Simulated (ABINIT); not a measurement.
Input

```
ndtset 2

pp_dirpath "./"
pseudos "Cu.GGA_PBE-JTH.xml, O.GGA_PBE-JTH.xml"

acell 4.6562188745 4.6562188745 4.6562188745 Angstrom
rprim
    -0.4344688372     0.4344688372     0.7889699988
     0.4344688372    -0.4344688372     0.7889699988
     0.4344688372     0.4344688372    -0.7889699988
ntypat 2
znucl 29 8
natom 5
typat 1 1 1 2 2
xred
     0.0000000000     0.0000000000     0.0000000000
     0.7500000000     0.2500000000     0.5000000000
     0.2500000000     0.7500000000     0.5000000000
     0.5000000000     0.0000000000     0.5000000000
     0.0000000000     0.5000000000     0.5000000000

ecut 26.0
pawecutdg 48.0
pawxcdev 0

ixc 11

occopt 3
tsmear 0.00183747

nstep 100

iomode 3
prtwf 0
prteig 0
prtebands 0
enunit 1
prtden1 1
prtvha1 1
prtvclmb1 1
prtpot1 1

kptopt1 1
ngkpt1 9 9 9
nshiftk1 1
shiftk1 0.0 0.0 0.0
nband1 42
tolvrs1 1.0e-9

iscf2 -2
getden2 1
nband2 48
nbdbuf2 4
tolwfr2 1.0e-11
kptopt2 -10
ndivsm2 5
prteig2 1
prtvol2 -3
kptbounds2
     0.0000000000     0.0000000000     0.0000000000
     0.5000000000    -0.5000000000     0.0000000000
     0.5000000000    -0.5000000000     0.1516234203
     0.3258117102    -0.3258117102     0.3258117102
     0.0000000000     0.0000000000     0.0000000000
     0.5000000000     0.5000000000    -0.5000000000
     0.6741882898     0.3258117102    -0.3258117102
     0.5000000000     0.0000000000     0.0000000000
     0.7500000000    -0.2500000000    -0.2500000000
     0.8483765797     0.1516234203    -0.5000000000
     0.5000000000     0.5000000000    -0.5000000000
```

Launched as:

```sh
mpirun --bind-to none -np 4 abinit run.abi > log 2>&1
```

Below, planes, directions and counts refer to the conventional cell (a = 4.05 Å, b = 4.05 Å, c = 7.35 Å, α = 90.00°, β = 90.00°, γ = 90.00°).

Space group I4/mmm; a structure from a database of computed crystals, not necessarily the ambient phase.

Method: Kohn-Sham DFT of a periodic cell, PBE, JTH PAW PBE v2.0 in ABINIT 10.8.3.

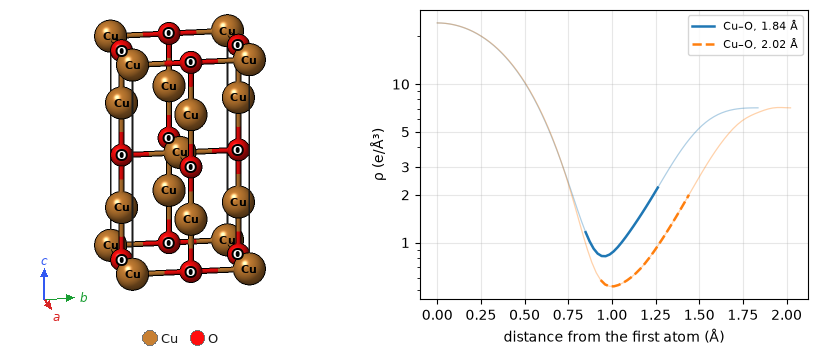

Cu3O2. Valence pseudo-density along straight lines between neighbouring atoms. Thin, pale parts lie inside the atomic spheres. The structure is drawn too.

In a PAW calculation such maps are meaningful between the atoms, not at the nuclei.

> Compare the contacts.

Cu–O (1.84 Å): ρ at the midpoint is about 0.85 e/Å³.
Cu–O (2.02 Å): ρ at the midpoint is about 0.53 e/Å³.
